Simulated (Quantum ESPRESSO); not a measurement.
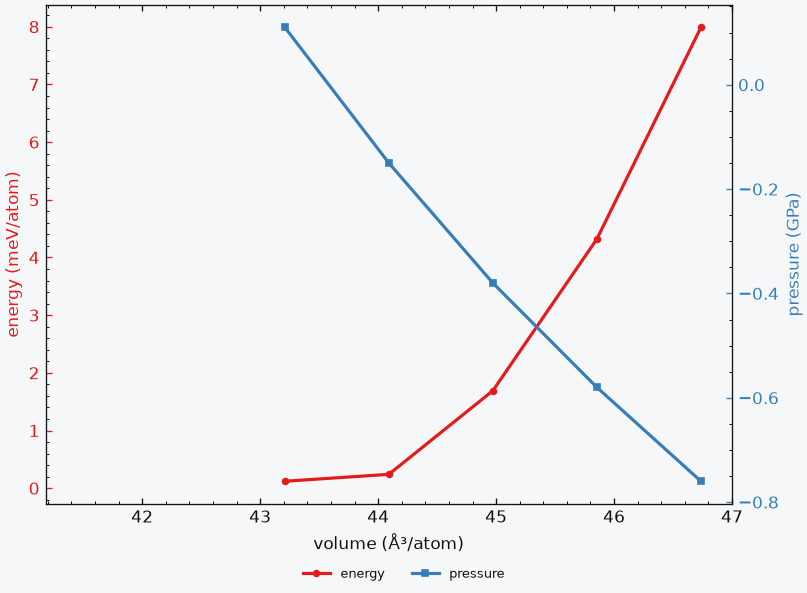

The figure shows the energy and pressure against volume for KI, space group Fm-3m (No. 225).

Cell as given: a = 4.996 Å, b = 4.996 Å, c = 4.996 Å, α = 60.00°, β = 60.00°, γ = 60.00°; 2 atoms.

Calculation (Quantum ESPRESSO 7.5): plane-wave DFT, no spin polarisation; energies at scaled volumes of the given cell, shape and fractions fixed, counted from the fit's minimum, third-order Birch-Murnaghan fit. Level: rev-vdW-DF2.

k mesh 7×7×7; occupations Fermi–Dirac; smearing width 0.05 eV; potentials PseudoDojo 0.4.1 SR PBE standard; wave cutoff 1007 eV; density cutoff 4027 eV.

The points at volume 41.45 Å³/atom and 42.33 Å³/atom are left out of the plot. What values does the calculation give there?

```tsv
volume (Å³/atom)	energy (meV/atom)	pressure (GPa)
41.45	4.53	0.72
42.33	1.48	0.39
```

Note: potentials made for another functional.
